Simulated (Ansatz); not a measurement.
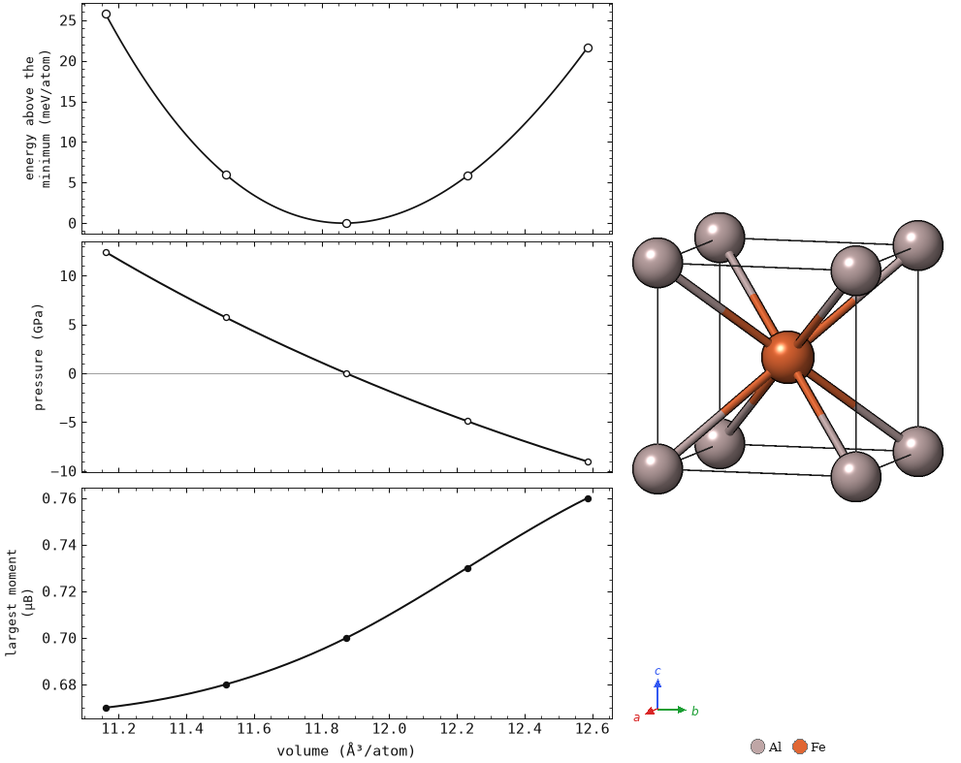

The plot gives the computed energy above the minimum, pressure and largest moment against volume for AlFe, space group Pm-3m (No. 221). The conventional cell is drawn beside the plot.

The given structure:
```cif
data_structure
_symmetry_space_group_name_H-M 'P 1'
_symmetry_Int_Tables_number 1
_cell_length_a 2.8743
_cell_length_b 2.8743
_cell_length_c 2.8743
_cell_angle_alpha 90.000
_cell_angle_beta 90.000
_cell_angle_gamma 90.000
_cell_volume 23.75
loop_
_atom_site_label
_atom_site_type_symbol
_atom_site_fract_x
_atom_site_fract_y
_atom_site_fract_z
_atom_site_occupancy
Al1 Al 0.00000 0.00000 0.00000 1
Fe1 Fe 0.50000 0.50000 0.50000 1
```

How it was computed, with Ansatz 0.2.0: third-order Birch-Murnaghan fit to density functional energies at scaled volumes of the given relaxed cell, shape and atoms relaxed at each volume; energies count from the fitted minimum; plane waves with PAW datasets, Γ-centred k mesh. Level: PBE, collinear spin. The state reached is ferromagnetic.

wave cutoff 420 eV; k mesh 14×14×14; occupations Gaussian; smearing width 0.1 eV.

What equilibrium volume and bulk modulus follow from the curve?

A third-order Birch–Murnaghan fit gives V0 = 11.87 Å³/atom, B0 = 177 GPa and B′ = 4.4.

How does the pressure vary with volume?

It falls from 12.44 GPa at volume 11.161 Å³/atom to −9.03 GPa at 12.586 Å³/atom, and changes sign near 11.87 Å³/atom.

What does the largest moment do across the range?

It rises from 0.67 μB at volume 11.161 Å³/atom to 0.76 μB at 12.586 Å³/atom.

Is there a gap?

No, the levels on the k mesh show a metal at every point.
